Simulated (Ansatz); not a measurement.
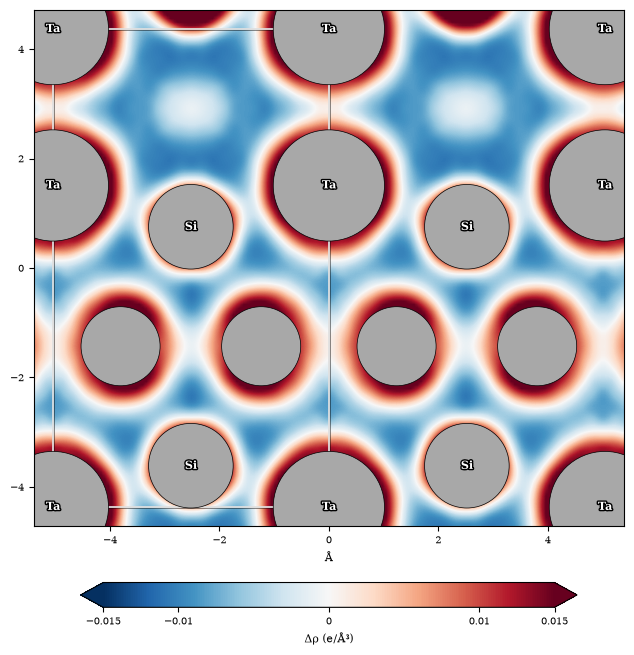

Ta2Si. Difference of the valence pseudo-densities of two functionals at the same geometry, on the (110) plane of the calculation cell: one of LDA and r2SCAN less the other.

Space group I4/mcm; a structure from a database of computed crystals, not necessarily the ambient phase.

Both computed with Ansatz (plane waves, PAW), on the same k-point mesh. Grey discs cover the atomic cores.

Which was subtracted from which, and what does the map show?

It is LDA less r2SCAN. Against r2SCAN, LDA gives more density around Ta (+0.008 e/Å³ on average at 1.2 Å from the nucleus).
